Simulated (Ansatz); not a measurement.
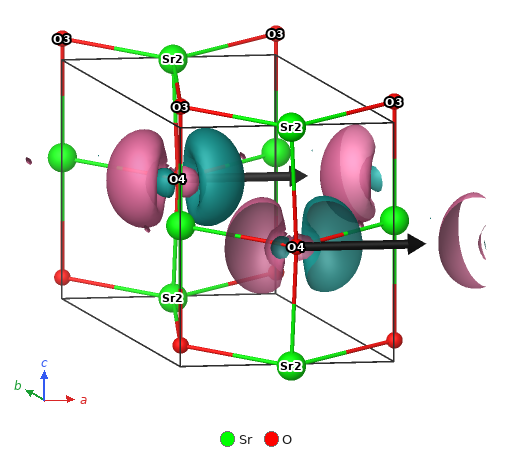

*SrO. O4 was moved by 0.10 Å along [1 0 0] in the axes of the cell drawn (arrow, not to scale). Change of the density less the rigid motion of the neutral atom's own density: teal surfaces at +0.01 and pink ones at −0.01 e/Å³, in the cell of the calculation (origin moved) seen at an oblique angle.*

Space group P6_3mc. The cell comes from a database of computed structures, not from a measurement.

These are results of Ansatz, DFT PBE, scalar-relativistic, plane waves, PAW, not measurements.

Core electrons are frozen (PAW), so the fields are smoothed inside the atomic spheres.

```xyz
4
Lattice="4.2755 0.0000 0.0000 -2.1377 3.7027 0.0000 0.0000 0.0000 5.1556" Properties=species:S:1:pos:R:3 pbc="T T T"
Sr    0.0000    2.4685    4.8366
Sr    2.1378    1.2342    2.2588
O     0.0000    2.4685    2.2523
O     2.2378    1.2342    4.8301
```

> How do the electrons respond beyond following the atom?

About 0.09 e is rearranged in the cell. Outside the cores the largest gain, 0.03 e/Å³, lies 0.7 Å from an oxygen nucleus, and the largest loss, 0.03 e/Å³, lies 0.9 Å from an oxygen nucleus.

> What restoring force does the calculation give for this move?

The force on it changes by 0.50 eV/Å along the move, against it: a stiffness of about 5 eV/Å² for this sublattice shift.

Run times: 56 s (moved atom) and 30 s (base cell), on 1 thread of Intel(R) Xeon(R) Platinum 8375C CPU @ 2.90GHz (Ice Lake) (shared host).
